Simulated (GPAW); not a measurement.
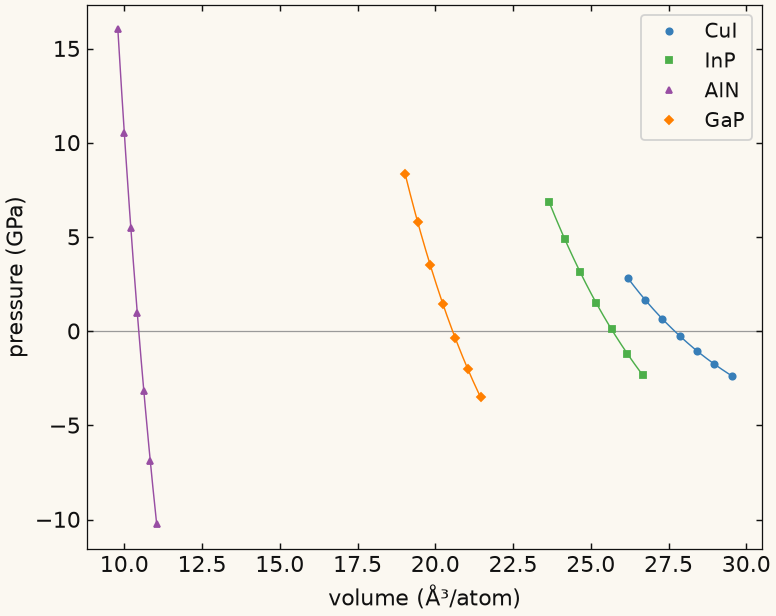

The picture above shows the pressure against volume, with one curve for each compound, for AlN, CuI, GaP and InP (all in space group F-43m (No. 216)).

Computed with GPAW 26.7.0: PAW DFT in plane waves, on a grid or in atomic orbitals, no spin polarisation; energies at scaled volumes of the given cell, shape and fractions fixed, counted from the fit's minimum, third-order Birch-Murnaghan fit. Level: r2SCAN.

occupations Fermi–Dirac; smearing width 0.05 eV; potentials GPAW PAW data sets (gpaw data 1.2.1).

Settings that differ: CuI: wave cutoff 600 eV, k mesh 8×8×8; InP: wave cutoff 600 eV, k mesh 8×8×8; AlN: wave cutoff 800 eV, k mesh 10×10×10; GaP: wave cutoff 600 eV, k mesh 8×8×8.

Order the curves by fitted equilibrium volume, smallest first.

Answer. AlN 10.495, GaP 20.562, InP 25.723, CuI 27.743 Å³/atom.

Order the curves by fitted bulk modulus, smallest first.

Answer. CuI 43.4, InP 68.5, GaP 90.4, AlN 209.4 GPa.

For CuI: how does the pressure vary with volume?

Answer. It falls from 2.83 GPa at volume 26.19 Å³/atom to −2.37 GPa at 29.53 Å³/atom, and changes sign near 27.70 Å³/atom.

For InP: how does the pressure vary with volume?

Answer. It falls from 6.87 GPa at volume 23.66 Å³/atom to −2.35 GPa at 26.68 Å³/atom, and changes sign near 25.71 Å³/atom.

For AlN: what does the pressure do across the range?

Answer. It falls from 16.02 GPa at volume 9.79 Å³/atom to −10.26 GPa at 11.04 Å³/atom, and changes sign near 10.47 Å³/atom.
